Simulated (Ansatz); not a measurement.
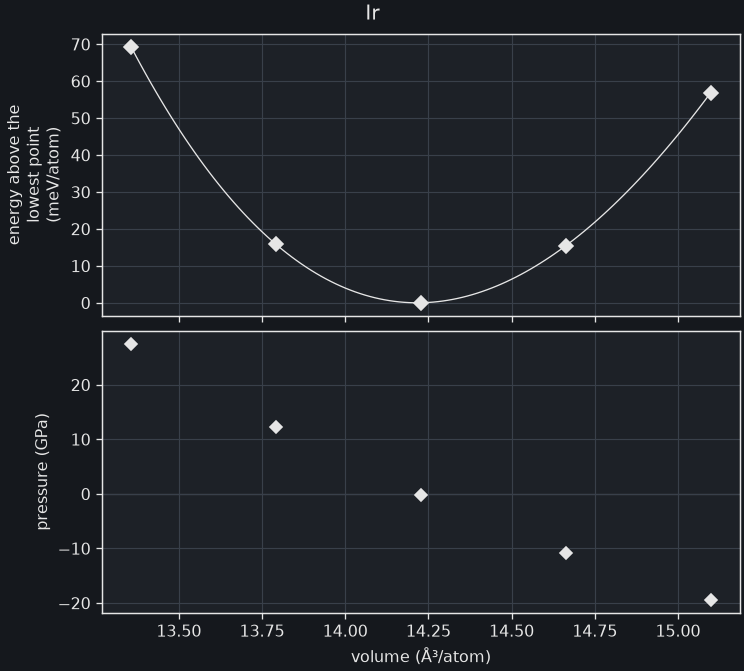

How it was computed, with Ansatz 0.2.0 development build: equation of state of a cubic crystal from periodic Kohn-Sham density functional theory without spin, third-order Birch-Murnaghan fit to the free energies; pressure corrected for the finite basis. Level: r2SCAN.

structure type fcc; atoms in cell 1; space group number 225; lattice centring face-centred primitive; k mesh 15×15×15; occupation method Fermi–Dirac; occupation width 0.1 eV; wave cutoff 820 eV; datasets hand-made PAW; density tolerance 1e−09 eV; bands 20; density cutoff ratio 4; search for lower states default; xc grid level 2.

Caption: Energy above the lowest point and pressure against volume for Ir, space group Fm-3m (No. 225) (one of a set of cubic test structures, which need not be the stable phase).

A third-order Birch–Murnaghan fit gives V0 = 14.22 Å³/atom, B0 = 376 GPa and B′ = 5.0. The energy above the lowest point is 69.2 meV/atom at volume 13.36 Å³/atom and 56.9 meV/atom at 15.10 Å³/atom; the lowest computed point is at volume 14.23 Å³/atom (0.0 meV/atom), and no other minimum shows among the points. The pressure falls from 27.5 GPa at volume 13.36 Å³/atom to −19.4 GPa at 15.10 Å³/atom, and changes sign near 14.22 Å³/atom.

Limits of the calculation: modest k-mesh, values are not fully converged in k.

One of the inputs:
```
crystal:
  lattice:
    - [0.0, 1.923242689466, 1.923242689466]
    - [1.923242689466, 0.0, 1.923242689466]
    - [1.923242689466, 1.923242689466, 0.0]
  atoms:
    - { symbol: Ir, position: [0, 0, 0] }
kpoints:
  mp_grid: { grid: [15, 15, 15] }
hamiltonian:
  xc: r2scan
  pseudopotentials: { kind: paw, source: ansatz }
scf:
  occupations: { method: fermi_dirac, width: 0.1 }
  convergence: { dr2_threshold: "1e-9 eV" }
  max_iter: 300
output:
  forces: true
  stress: true
basis:
  xc_grid: 2
```

Run as:
```bash
ansatz run input.yaml --threads 1
```
